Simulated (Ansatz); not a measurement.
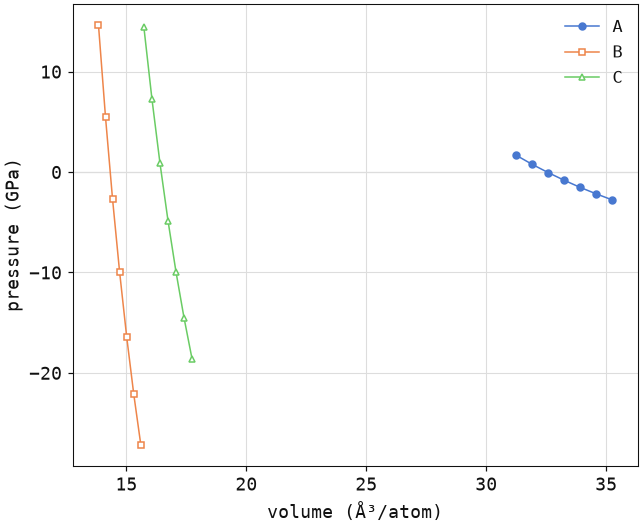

The figure shows the pressure against volume, with one curve for each element, for Os, W and Y (all in space group Fm-3m (No. 225)). The labels are replaced by letters.

Method: plane-wave DFT, no spin polarisation; energies at scaled volumes of the given cell, shape and fractions fixed, counted from the fit's minimum, third-order Birch-Murnaghan fit (Ansatz 0.2.0). Level: PBE.

- occupations: Fermi–Dirac
- smearing width: 0.05 eV
- potentials: Ansatz PAW
- wave cutoff: 420 eV
- density cutoff: 1680 eV

Q: Which letter stands for which compound?

A: A: Y; B: Os; C: W.
